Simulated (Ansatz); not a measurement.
## Two runs on Co

System: Co (P6₃/mmc, 4 atoms in the cell).
Method of the first run: Kohn-Sham DFT of a periodic cell, revPBE, Ansatz PAW, spin-polarised (Ansatz 0.2.0).

The structure derives from a Materials Project entry. Text and figures count atoms from 1; the logs count them from 0 in places.

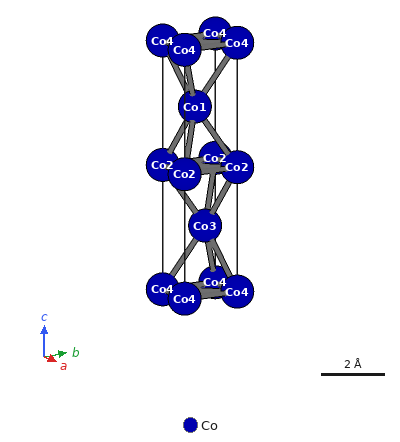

Figure 1. The input geometry (ball-and-stick view of the cell of the calculation, seen slightly off an axis; atoms are numbered from 1 in the order of the input). Near neighbours in the crystal (not all of them lie inside the picture): Co has 12 Co at 2.47 Å.

**Input file, the first run**
```yaml
crystal:
  lattice:
    - [2.4705617809, 0.0, 0.0]
    - [-1.2352808905, 2.1395692639, 0.0]
    - [0.0, 0.0, 8.0882338]
  atoms:
    - { symbol: Co, position: [0.6666666667, 0.3333333333, 0.75], spin: 2.0 }
    - { symbol: Co, position: [0.0, 0.0, 0.5], spin: 2.0 }
    - { symbol: Co, position: [0.3333333333, 0.6666666667, 0.25], spin: 2.0 }
    - { symbol: Co, position: [0.0, 0.0, 0.0], spin: 2.0 }
hamiltonian:
  xc: revpbe
  pseudopotentials: { kind: paw }
magnetization:
  spin_polarized: true
kpoints:
  mp_grid: { grid: [12, 12, 4] }
scf:
  occupations: { method: fermi_dirac, width: 0.05 }
output:
  forces: true
  stress: true
relax:
  f_tol: 0.01
  max_steps: 40
  cell: { stress_tol: 0.05 }
```

Launched with:
```bash
ansatz run input.yaml --threads 2 --pin off --max-ram 5120MiB --backend cpu --events-out ev --progress --plain --runs-dir out
```

Hardware: 2 threads of Arm Neoverse V1, 24 GiB of memory available, shared host.

**Output, shortened to warnings, some set-up lines, iterations and results (the first run)**
```
Basis set: ecut = 420 eV, 813 PW (Γ), exchange–correlation on 36×36×120 points (8 copies of the dense FFT grid, shifted against one another)
Symmetry: 24 space group operations
k-points: 57 of 576
Initial density: superposition of atomic densities (chi_scale 0.1, normalization cell)
[...]
SCF iter   1: F=—  HF=-20517.089844 eV  |F-HF|=—  |Δ(HF+E_count)|=         —  Δρ=9.10e-2 (↑4.48e-2 ↓9.10e-2)  dr2=4.50e0  dr2_m=2.56e-1  M=7.241 μB ∫|m|=7.544 μB  β_m=0.30  …
SCF iter   2: F=—  HF=-20515.762268 eV  |F-HF|=—  |Δ(HF+E_count)|=    1.33e0  Δρ=3.49e-2 (↑1.28e-2 ↓3.49e-2)  dr2=3.29e-1  dr2_m=1.72e-1  M=7.168 μB ∫|m|=7.563 μB  β_m=0.36  …
SCF iter   3: F=—  HF=-20516.962803 eV  |F-HF|=—  |Δ(HF+E_count)|=    1.20e0  Δρ=1.75e-2 (↑1.75e-2 ↓9.56e-3)  dr2=3.13e-2  dr2_m=5.22e-2  M=7.039 μB ∫|m|=7.535 μB  β_m=0.57  …
SCF iter   4: F=—  HF=-20518.163860 eV  |F-HF|=—  |Δ(HF+E_count)|=         —  Δρ=1.55e-2 (↑1.06e-2 ↓1.55e-2)  dr2=1.40e-1  dr2_m=9.80e-3  M=6.798 μB ∫|m|=7.367 μB  β_m=0.57  …
SCF iter   5: F=—  HF=-20518.419492 eV  |F-HF|=—  |Δ(HF+E_count)|=   2.56e-1  Δρ=6.68e-3 (↑3.92e-3 ↓6.68e-3)  dr2=1.45e-2  dr2_m=7.76e-3  M=6.723 μB ∫|m|=7.324 μB  β_m=0.68  …
[... 73 lines ...]
SCF iter   5: F=—  HF=-20518.541402 eV  |F-HF|=—  |Δ(HF+E_count)|=  1.06e-10  Δρ=1.76e-7 (↑1.76e-7 ↓7.00e-8)  dr2=8.28e-12  dr2_m=3.81e-12  M=6.764 μB ∫|m|=7.452 μB  β_m=0.59 …
SCF iter   6: F=—  HF=-20518.541402 eV  |F-HF|=—  |Δ(HF+E_count)|=  3.64e-12  Δρ=7.84e-8 (↑6.50e-8 ↓7.84e-8)  dr2=8.30e-13  dr2_m=1.84e-12  M=6.764 μB ∫|m|=7.452 μB  β_m=0.77 …
SCF iter   7: F=-20518.541402 eV  HF=-20518.541402 eV  |F-HF|=1.46e-11  |Δ(HF+E_count)|=  3.64e-12  Δρ=1.56e-7 (↑9.68e-8 ↓1.56e-7)  dr2=1.71e-11  dr2_m=5.01e-13  M=6.764 μB …
SCF 7 converged in 7 iterations: F = -20518.541402 eV  dr2 = 1.71e-11
relax step   7: F+E_penalty+E_count = -20518.54140158 eV  Δ(F+E_penalty+E_count) = -1.451e-5 eV  max|allowed force component| = 1.735e-17 eV/Å  Δτ_max = 0.0000 Å  P = +0.003 …
basis re-selected at this cell: Δ(F+E_penalty+E_count) = -1.451e-5 eV, ΔP = +0.000 GPa vs the last step (what re-selecting the basis moved, of the pressure what is left beyond the Pulay correction that the steps carried, after the strain that the cell walked since its last selection, with what the …
SCF converged after 7 iterations
Magnetization: 6.7642 μB (37.3821 up, 30.6179 down)
Absolute magnetization: 7.4542 μB (∫|ρ↑−ρ↓|, with the PAW one-centre terms)
Spin contamination: 0.1253 ħ² per cell (⟨S²⟩ above its minimum at these occupations)
Per-site moments (μB) at R_I (Å): [(1.7778497168731735, 1.0309336524516426), (1.761651818086785, 1.0309336524516433), (1.777849716873174, 1.0309336524516433), (1.7616518180867855, 1.0309336524516426)]
Free energy (F): -20518.541402 eV
Harris-Foulkes:  -20518.541402 eV  (|F-HF|=1.46e-11)
Internal energy: -20518.510507 eV  (E = F + TS)
E sigma→0 (E₀):  -20518.525954 eV
Entropy (-TS):   -0.030894 eV (-7.724 meV/atom)
Fermi energy:    18.289672 eV
--- Per-component energies (eV) ---
  E_band       = -1009.513036
  E_kinetic    = 1810.691578
  E_local      = -11477.247567  (includes V_loc(G=0)·N_el)
  E_nonlocal   = 1814.881680
  E_hartree    = 4806.741615
  E_xc         = -635.481245
  E_vxc        = -819.038858  (∫ρ·V_xc dr)
  E_paw        = -6074.372505  (= ΣΔE_a)
  E_vpaw       = -1952.284021  (= ΣTr[D̂ρ^β])
  E_aug_tail   = 0.000361  (compensation charges beyond the density's cutoff)
  E_ewald      = -10763.592610
  E_core_change = -0.131816  (= ΣΔE_core)
  E_smearing   = -0.030894  (= −TS)
  E_closure    = 0.000000  (closes the sum)
  Σ components = -20518.541402   (vs F -20518.541402, Δ=0.00e0)
--- Forces (eV/Å), atoms counted from 1 ---
  atom   1  Co     0.00000000    -0.00000000    -0.00000000
  atom   2  Co     0.00000000    -0.00000000     0.00000000
  atom   3  Co    -0.00000000     0.00000000     0.00000000
  atom   4  Co     0.00000000     0.00000000     0.00000000
  max |Σ_I F_I| component: 4.63e-18 eV/Å
--- Stress (GPa, compression-positive) ---
        0.003279       0.000000       0.000000
        0.000000       0.003279       0.000000
        0.000000       0.000000       0.003802
  P = ⅓ Tr σ = 0.0035 GPa (0.035 kbar)
--- Relaxed structure (5 steps of the walk, 5 accepted, 2 SCFs on fresh bases) ---
[...]
```

The input of the second run differs as follows (lines with − go, lines with + come):
```diff
-  xc: revpbe
+  xc: pbesol
+  dispersion: d3bj
```

What does this change do to the results?

The total energies belong to different models, so their difference says nothing on which is more stable or more accurate. The net moment of the cell goes from 6.76 to 6.31 μB. The volume per atom goes from 11.14 to 10.14 Å³. The functional changes from revPBE to PBEsol. The number of SCF iterations is the same.

**Output, shortened to warnings, some set-up lines, iterations and results (the second run)**
```
Basis set: ecut = 420 eV, 813 PW (Γ), exchange–correlation on 36×36×120 points (8 copies of the dense FFT grid, shifted against one another)
Symmetry: 24 space group operations
k-points: 57 of 576
Initial density: superposition of atomic densities (chi_scale 0.1, normalization cell)
[...]
SCF iter   1: F=—  HF=-20372.835183 eV  |F-HF|=—  |Δ(HF+E_count)|=         —  Δρ=1.01e-1 (↑5.97e-2 ↓1.01e-1)  dr2=6.19e0  dr2_m=2.11e-1  M=7.209 μB ∫|m|=7.484 μB  β_m=0.30  …
SCF iter   2: F=—  HF=-20370.765778 eV  |F-HF|=—  |Δ(HF+E_count)|=    2.07e0  Δρ=3.72e-2 (↑1.14e-2 ↓3.72e-2)  dr2=4.67e-1  dr2_m=1.53e-1  M=7.151 μB ∫|m|=7.505 μB  β_m=0.35  …
SCF iter   3: F=—  HF=-20371.866122 eV  |F-HF|=—  |Δ(HF+E_count)|=    1.10e0  Δρ=1.63e-2 (↑1.63e-2 ↓9.45e-3)  dr2=2.72e-2  dr2_m=4.62e-2  M=7.029 μB ∫|m|=7.463 μB  β_m=0.55  …
SCF iter   4: F=—  HF=-20373.108402 eV  |F-HF|=—  |Δ(HF+E_count)|=         —  Δρ=1.70e-2 (↑8.67e-3 ↓1.70e-2)  dr2=1.28e-1  dr2_m=1.65e-2  M=6.757 μB ∫|m|=7.243 μB  β_m=0.55  …
SCF iter   5: F=—  HF=-20373.380621 eV  |F-HF|=—  |Δ(HF+E_count)|=   2.72e-1  Δρ=8.42e-3 (↑4.05e-3 ↓8.42e-3)  dr2=1.96e-2  dr2_m=1.17e-2  M=6.682 μB ∫|m|=7.191 μB  β_m=0.72  …
[... 73 lines ...]
SCF iter   6: F=—  HF=-20373.553171 eV  |F-HF|=—  |Δ(HF+E_count)|=  1.35e-10  Δρ=3.69e-7 (↑3.69e-7 ↓2.10e-7)  dr2=9.11e-12  dr2_m=2.86e-11  M=6.314 μB ∫|m|=6.810 μB  β_m=0.88 …
SCF iter   7: F=—  HF=-20373.553171 eV  |F-HF|=—  |Δ(HF+E_count)|=  3.64e-11  Δρ=1.58e-7 (↑1.58e-7 ↓5.11e-8)  dr2=6.60e-12  dr2_m=2.53e-12  M=6.314 μB ∫|m|=6.810 μB  β_m=0.92 …
SCF iter   8: F=-20373.553171 eV  HF=-20373.553171 eV  |F-HF|=7.28e-12  |Δ(HF+E_count)|=  3.64e-12  Δρ=1.17e-7 (↑5.05e-8 ↓1.17e-7)  dr2=8.81e-12  dr2_m=8.00e-13  M=6.314 μB …
SCF 7 converged in 8 iterations: F = -20373.553171 eV  dr2 = 8.81e-12
relax step   7: F+E_penalty+E_count = -20373.55317062 eV  Δ(F+E_penalty+E_count) = +1.092e-5 eV  max|allowed force component| = 1.243e-17 eV/Å  Δτ_max = 0.0000 Å  P = +0.002 …
basis re-selected at this cell: Δ(F+E_penalty+E_count) = +1.092e-5 eV, ΔP = -0.001 GPa vs the last step (what re-selecting the basis moved, of the pressure what is left beyond the Pulay correction that the steps carried, after the strain that the cell walked since its last selection, with what the …
SCF converged after 8 iterations
Magnetization: 6.3136 μB (37.1568 up, 30.8432 down)
Absolute magnetization: 6.8130 μB (∫|ρ↑−ρ↓|, with the PAW one-centre terms)
Spin contamination: 0.0830 ħ² per cell (⟨S²⟩ above its minimum at these occupations)
Per-site moments (μB) at R_I (Å): [(1.6468916055179141, 0.9993080403669663), (1.6253932355705045, 0.9993080403669669), (1.6468916055179132, 0.9993080403669669), (1.6253932355705043, 0.9993080403669663)]
Free energy (F): -20373.553171 eV
Harris-Foulkes:  -20373.553171 eV  (|F-HF|=7.28e-12)
Internal energy: -20373.519495 eV  (E = F + TS)
E sigma→0 (E₀):  -20373.536333 eV
Entropy (-TS):   -0.033676 eV (-8.419 meV/atom)
Fermi energy:    20.130172 eV
--- Per-component energies (eV) ---
  E_band       = -882.115749
  E_kinetic    = 1823.354567
  E_local      = -10940.448292  (includes V_loc(G=0)·N_el)
  E_nonlocal   = 1822.061989
  E_hartree    = 4591.940647
  E_xc         = -634.053699
  E_vxc        = -822.126763  (∫ρ·V_xc dr)
  E_paw        = -5930.670788  (= ΣΔE_a)
  E_vpaw       = -1948.838561  (= ΣTr[D̂ρ^β])
  E_aug_tail   = 0.000230  (compensation charges beyond the density's cutoff)
  E_ewald      = -11104.828760
  E_disp       = -1.629067  (pairwise vdW)
  E_core_change = 0.753677  (= ΣΔE_core)
  E_smearing   = -0.033676  (= −TS)
  E_closure    = 0.000000  (closes the sum)
  Σ components = -20373.553171   (vs F -20373.553171, Δ=0.00e0)
--- Forces (eV/Å), atoms counted from 1 ---
  atom   1  Co     0.00000000     0.00000000    -0.00000000
  atom   2  Co    -0.00000000     0.00000000    -0.00000000
  atom   3  Co    -0.00000000    -0.00000000     0.00000000
  atom   4  Co    -0.00000000    -0.00000000     0.00000000
  max |Σ_I F_I| component: 5.78e-18 eV/Å
--- Stress (GPa, compression-positive) ---
        0.004905      -0.000000       0.000000
       -0.000000       0.004905      -0.000000
        0.000000      -0.000000      -0.003857
  P = ⅓ Tr σ = 0.0020 GPa (0.020 kbar)
--- Relaxed structure (5 steps of the walk, 5 accepted, 2 SCFs on fresh bases) ---
[...]
```

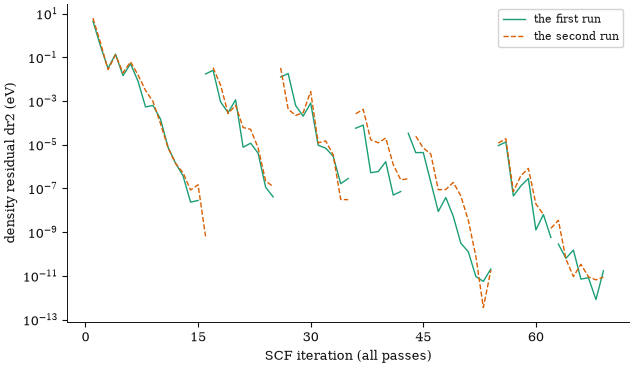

Figure 2. Convergence of the two runs: density residual dr2 against the SCF iteration. A break in a curve parts two SCF passes. The first run takes 69 iterations in all, and the second run takes 69.

**The two runs side by side**

| quantity | the first run | the second run |
| --- | --- | --- |
| outcome | converged | converged |
| free energy per atom (eV) | −5129.6354 | −5093.3883 |
| energy per atom, smearing taken to zero (eV) | −5129.6315 | −5093.3841 |
| net moment of the cell (μB) | 6.76 | 6.31 |
| absolute moment of the cell (μB) | 7.45 | 6.81 |
| pressure (GPa) | 0.00 | 0.00 |
| volume per atom (Å³) | 11.14 | 10.14 |
| largest force (eV/Å) | 0.000 | 0.000 |
| SCF iterations | 69 | 69 |
| irreducible k-points | 57 | 57 |
| wall time (shared host) | 57 s | 55 s |

For the first run: Points of doubt noted for this run: forces on files of another functional.
